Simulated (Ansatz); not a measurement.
In doubt: masses and optical values from hybrid runs of this build are listed as unsure (in some of the runs), which bears on the screening that GW takes from such a start.

Consider GaN (F-43m).

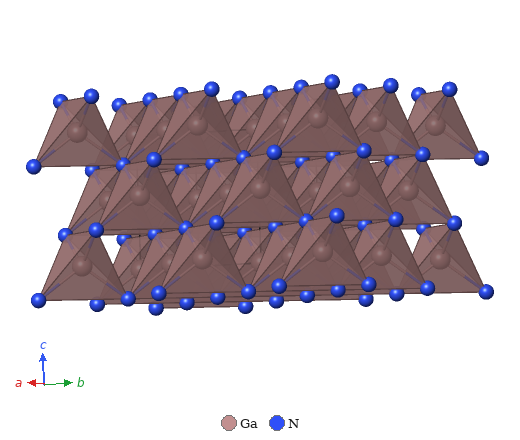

The structure (gallium pink, nitrogen blue). 2×2×1 conventional cells are drawn. Some periodic images of atoms are drawn too.

The structure is cubic, space group F-43m (No. 216). The conventional cell has a = 4.507 Å, b = 4.507 Å, c = 4.507 Å, α = 90.00°, β = 90.00°, γ = 90.00°. Nearest to Ga lie 4 N at 1.95 Å. N has 4 Ga at 1.95 Å nearest. Farther neighbours and most contacts between anions are not listed.

```xyz
2
Lattice="0.0000 2.2535 2.2535 2.2535 0.0000 2.2535 2.2535 2.2535 0.0000" Properties=species:S:1:pos:R:3 pbc="T T T"
Ga    0.0000    0.0000    0.0000
N     3.3803    3.3803    3.3803
```

The cell and positions are those that the Materials Project relaxed with its own functionals (PBE, PBE+U or r2SCAN), kept fixed. This is not the form that GaN usually takes at ambient conditions.

Gaps computed with Ansatz 0.2.0 without a self-energy: HSE06 2.96 eV.

Q: What gap should G0W0 on HSE06 give (10×10×10 mesh, 205 empty bands, screening to 250 eV, hard PAW files)?

About 3.48 eV: on its mesh the run moves the gap from 2.98 eV by +0.51 eV. Bands and cutoff are finite, so the gap is not at the basis limit. The miss can reach some tenths of an eV and take either sign; the mesh is an error of its own. The many-body steps are scalar-relativistic: spin-orbit coupling is not in them.

[Paths, hosts, dates, memory and timing lines, banners, echoed tables and standing remarks are left out of the program output.]

[Logs are printed without paths, hosts, clocks, repeated set-up lines and the standing remarks that a program may print on its own settings, such as how far it seeks lower states.]

[Runs of the session that timed out or met a known fault of the program may be left out.]

[Cells called generated may have been cut or substituted from an entry of the Crystallography Open Database or the Materials Project.]

[Hosts, paths, dates, database ids (printed as entryN), source tags and the programs' standing remarks are cut or masked in the printed files.]
